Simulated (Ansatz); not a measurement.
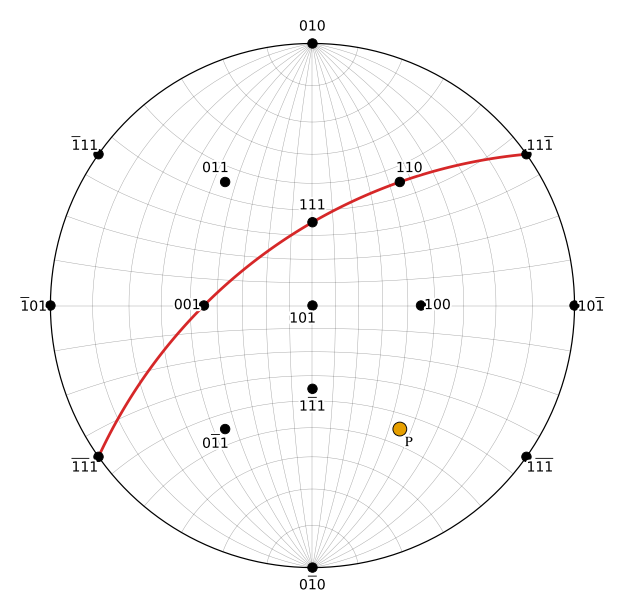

Crystal: Cu, coordinates from a relaxation with DFT, revPBE, plane waves (420 eV) with PAW, scalar-relativistic (Ansatz 0.2.0); the starting structure was generated, so it need not be a known form of this composition. Stereographic projection of plane normals (upper hemisphere) centred on (1 0 1). Symmetry computed with spglib at a tolerance of 0.002 Å; standard conventional cell.

a = 5.418 Å, b = 5.418 Å, c = 5.418 Å, α = 90.00°, β = 90.00°, γ = 90.00°.

> Index the pole marked P.

P is (1 −1 0), 60.0° from the centre.

> Which zone does the coloured great circle trace?

The zone [1 −1 0]: its poles satisfy h − k = 0.

> What is the angle between the normals of (−1 0 1) and (1 1 −1), and what are their d_hkl = 1/|g|?

144.7°; d = 3.831 Å and 3.128 Å.
